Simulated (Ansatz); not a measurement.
System: HC6 (slab).

```xyz
7
Lattice="2.4650 0.0000 0.0000 -1.2325 2.1348 0.0000 0.0000 0.0000 25.6987" Properties=species:S:1:pos:R:3 pbc="T T T"
C     1.2325    0.7116    8.5001
C     0.0000    1.4232    8.5016
C     0.0000    1.4401   11.8911
C     0.0000    0.0170   11.8916
C     0.0000    0.0074   15.4292
C     1.2325    0.7192   15.0970
H     0.0000    0.0073   16.5903
```

The SCF solution may not be the lowest one; the program warned that a starting moment wasn't kept; spin-polarised.

The calculation used Ansatz, DFT PBE+D3(BJ), scalar-relativistic, plane waves, PAW.

What will maps of the valence pseudo-density, electron localisation function and spin density show?

Answer. C–H (1.16 Å): ρ at the midpoint is about 1.6 e/Å³; the ELF climbs to about 1 towards the hydrogen, as it does in any bond to H (an ordinary covalent bond to hydrogen).
The spin density sits on C: +0.3 μB in one cell of 7 atoms, with smaller moments on other sites: H (up to +0.07 μB): with much of the spin spread outside that site. The cell of the calculation (7 atoms) carries 1.0 μB of net spin moment.

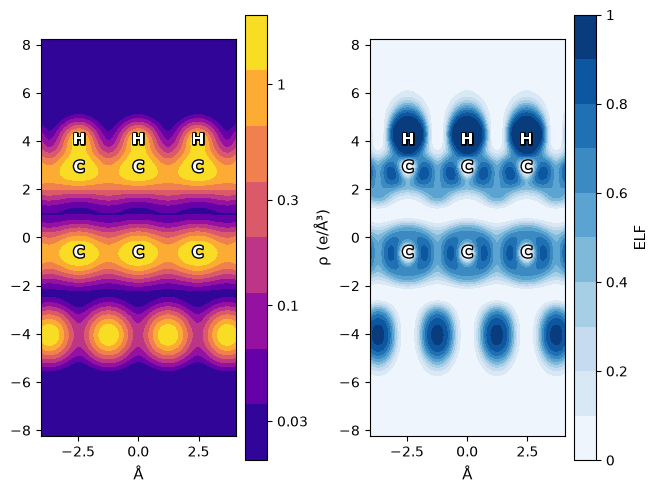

Computed valence pseudo-density and electron localisation function on the (010) plane of the calculation cell, a cut from vacuum to vacuum, in this order. Atoms just off the plane (C, 0.7 Å away) can leave unmarked features too.

Core electrons are frozen (PAW), and the valence fields are smoothed inside the atomic spheres.
